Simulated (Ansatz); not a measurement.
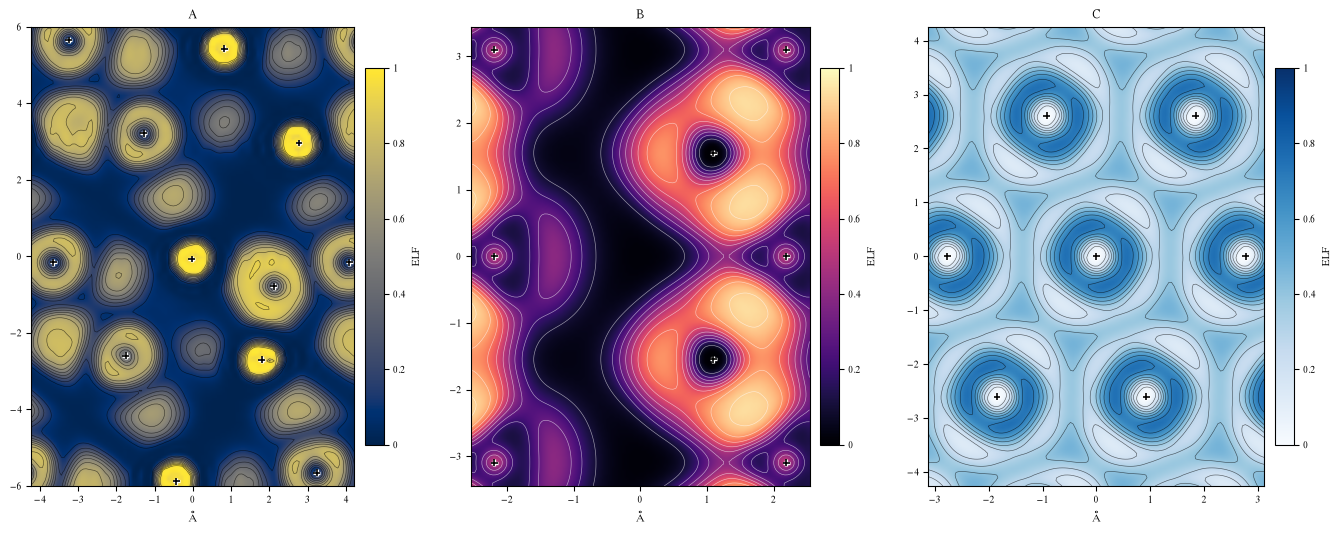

The electron localisation function of 3 systems, each on a plane through atoms (crosses mark nuclei in the plane).

Method: DFT PBE, scalar-relativistic, plane waves, PAW (Ansatz).

System 1: Li8Nb7O25 (cell with a defect), the (101̄) plane of the calculation cell. The program warned that a starting moment wasn't kept; spin-polarised.

System 2: SiC, the (101) plane of the conventional cell. Space group F-43m.

```cif
data_structure
_symmetry_space_group_name_H-M 'P 1'
_symmetry_Int_Tables_number 1
_cell_length_a 4.3797
_cell_length_b 4.3797
_cell_length_c 4.3797
_cell_angle_alpha 90.000
_cell_angle_beta 90.000
_cell_angle_gamma 90.000
_cell_volume 84.01
loop_
_atom_site_label
_atom_site_type_symbol
_atom_site_fract_x
_atom_site_fract_y
_atom_site_fract_z
_atom_site_occupancy
Si1 Si 0.50000 0.50000 0.00000 1
Si2 Si 0.00000 0.50000 0.50000 1
Si3 Si 0.00000 0.00000 0.00000 1
Si4 Si 0.50000 0.00000 0.50000 1
C1 C 0.75000 0.75000 0.25000 1
C2 C 0.25000 0.75000 0.75000 1
C3 C 0.25000 0.25000 0.25000 1
C4 C 0.75000 0.25000 0.75000 1
```

System 3: W, the (001) plane of the calculation cell. Space group Im-3m; computed pressure about −3 GPa in this cell.

```
W
1.0
    -1.59730    1.59730   -1.59730
    -1.59730   -1.59730    1.59730
     0.00000    6.38920    6.38920
W
4
Direct
  0.00000 0.00000 0.00000
  0.50000 0.50000 0.25000
  0.00000 0.00000 0.50000
  0.50000 0.50000 0.75000
```

### Match each panel to its system.

Panel A is system 1, Li8Nb7O25: the plane holds Li, Nb and O. Li–O (1.94 Å): the ELF peaks at about 0.90 in the valence shell of O, 0.6 Å from its nucleus, and falls to about 0 next to Li; a closed-shell, largely ionic contact. Panel B is system 2, SiC: the plane holds Si and C. Si–C (1.90 Å): the ELF peaks at about 0.95 between the atoms (a covalent bond). Panel C is system 3, W: the plane holds W. W–W (2.77 Å): the ELF is about 0.40 at the midpoint.
